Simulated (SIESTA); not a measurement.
# A series of single points on SrO

System: SrO (2 atoms in the cell).
Method: Kohn-Sham DFT of a periodic cell, LDA, PseudoDojo 0.4 standard, converted to PSML, no spin polarisation (SIESTA 5.4.2).

The 7 runs differ only in the geometry, by an even scaling of the cell at fixed fractional positions. The structure derives from an entry of the Crystallography Open Database.

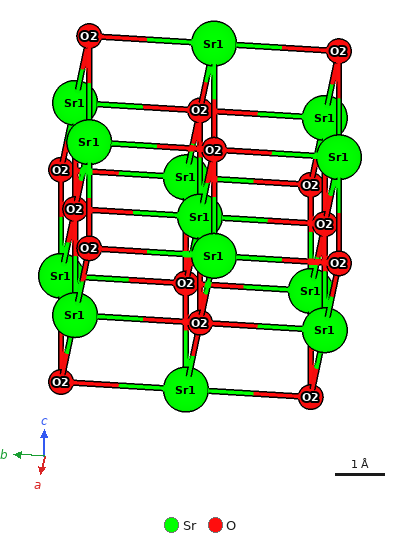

Figure 1. The structure of run 4 (ball-and-stick view of the cell 4 times as large as that of the calculation, set on its symmetry axes, seen at an oblique angle; atoms are numbered from 1 in the order of the input). An atom can appear more than once, as a periodic image.

## Input of run 4
```
SystemName                      SrO
SystemLabel                     SrO
NumberOfSpecies                 2
NumberOfAtoms                   2
%block ChemicalSpeciesLabel
  1  38 Sr
  2   8 O
%endblock ChemicalSpeciesLabel

LatticeConstant                 1.0 Ang
%block LatticeVectors
     0.0000000000     2.5663000000     2.5663000000
     2.5663000000     0.0000000000     2.5663000000
     2.5663000000     2.5663000000     0.0000000000
%endblock LatticeVectors
AtomicCoordinatesFormat         Fractional
%block AtomicCoordinatesAndAtomicSpecies
     0.5000000000     0.5000000000     0.5000000000  1  Sr
     0.0000000000     0.0000000000     0.0000000000  2  O
%endblock AtomicCoordinatesAndAtomicSpecies

%block kgrid.MonkhorstPack
    9   0   0  0.0
    0   9   0  0.0
    0   0   9  0.0
%endblock kgrid.MonkhorstPack
XC.Functional                   LDA
XC.Authors                      PW92
PAO.BasisSize                   DZP
PAO.EnergyShift                 0.003 Ry
Mesh.Cutoff                     800 Ry
OccupationFunction              FD
ElectronicTemperature           0.05 eV
MaxSCFIterations                120
SCF.MustConverge                false
SCF.Mixer.Method                Pulay
SCF.Mixer.Weight                0.25
SCF.Mixer.History               8
SCF.DM.Tolerance                5.0e-05
SCF.H.Tolerance                 1.0e-03 eV
WriteForces                     true
Charge.Mulliken                 end
BandLinesScale                  ReciprocalLatticeVectors
%block BandLines
    1    0.000000   0.000000   0.000000  \Gamma
   12    0.500000   0.000000   0.500000  X
    6    0.500000   0.250000   0.750000  W
    4    0.375000   0.375000   0.750000  K
   13    0.000000   0.000000   0.000000  \Gamma
   11    0.500000   0.500000   0.500000  L
    8    0.625000   0.250000   0.625000  U
    4    0.500000   0.250000   0.750000  W
    9    0.500000   0.500000   0.500000  L
    8    0.375000   0.375000   0.750000  K
    1    0.625000   0.250000   0.625000  U
    4    0.500000   0.000000   0.500000  X
%endblock BandLines
%block PAO.Basis
  Sr 5
  n=4 0 2
    3.905 0.000
  n=5 0 2
    9.500 0.000
  n=4 1 2
    4.631 0.000
  n=5 1 1
    9.500
  n=4 2 1
    7.000
%endblock PAO.Basis
```

Command:
```bash
siesta < SrO.fdf > SrO.out 2>&1
```

Run 6 has the same physical settings and fractional positions; its lattice vectors (Å) are:
```
   0.000000    2.600071    2.600071
   2.600071    0.000000    2.600071
   2.600071    2.600071    0.000000
```

## Results, with one run withheld

```csv
run,volume per atom (Å³),"free energy per atom, from the lowest run given (meV)",pressure (GPa),gap on the mesh (eV)
1,15.887,4.63,3.47,3.11
2,16.225,0.00,0.95,3.13
3,16.563,0.45,−1.31,3.15
4,16.901,5.36,−3.29,3.16
5,17.239,14.22,−5.11,3.17
6,17.577,?,?,?
7,17.915,42.53,−8.15,3.19
```

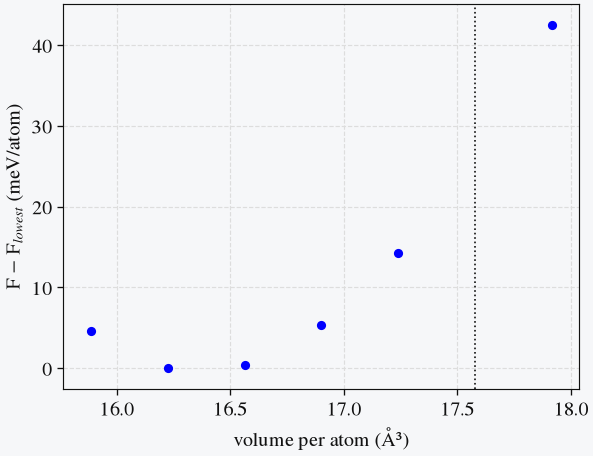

Figure 2. Free energy per atom of the runs given; the dotted line marks run 6.

Fit the runs given and predict run 6.

A cubic polynomial in V^(−2/3) (the Birch–Murnaghan form), fitted to the 6 runs given, misses them by at most 0.03 meV per atom. With x = V^(−2/3) − 0.15265 Å⁻², it reads F = 2.8854 − 2607.8 x + 5.1966e+05 x² + 4.9563e+05 x³ (meV per atom). At run 6 it gives 26.77 meV per atom, and the run itself gives 26.79. The slope of the fit gives a pressure −dF/dV of −6.73 GPa there, and the run prints −6.75 GPa. The fit has its minimum at 16.363 Å³ per atom, where V d²F/dV² gives 110 GPa: the bulk modulus at this level, since symmetry fixes the shape and the positions. The gap on the mesh goes, without turning, from 3.11 eV in run 1 to 3.19 eV in run 7; run 6 has 3.18 eV. These are gaps of this functional on this mesh, which can miss the band edges; they aren't the measured gap.

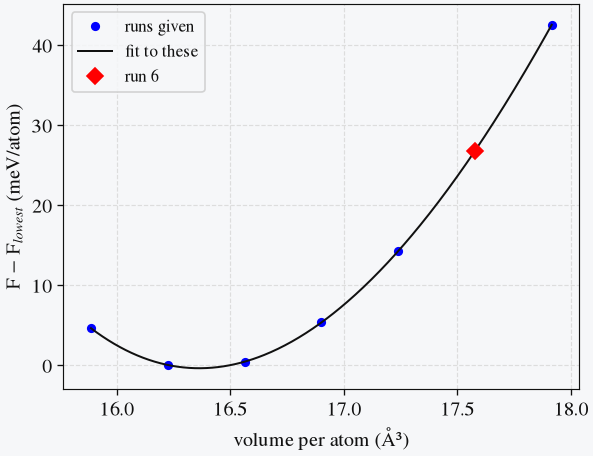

Figure 3. The fit and the withheld run.

## Some lines of the output (run 6)
```
[...]
outcell: Cell volume (Ang**3)        :     35.1549
stepf: Fermi-Dirac step function
siesta: Etot    =     -1381.423383
siesta: FreeEng =     -1381.423383
        iscf     Eharris(eV)        E_KS(eV)     FreeEng(eV)     dDmax    Ef(eV) dHmax(eV)
siesta: E_KS(eV) =            -1385.0170
siesta: E_KS - E_eggbox =     -1385.0170
siesta: Etot    =     -1385.017040
siesta: FreeEng =     -1385.017040
siesta:         Fermi =      -7.530720
siesta: Cell volume =         35.154879 Ang**3
    Orbital volume contribution        =           2.301806 eV
```

Notes: Points of doubt noted for this run: mulliken charges of long orbitals. With a small basis of atomic orbitals these values can differ much from converged plane-wave results.
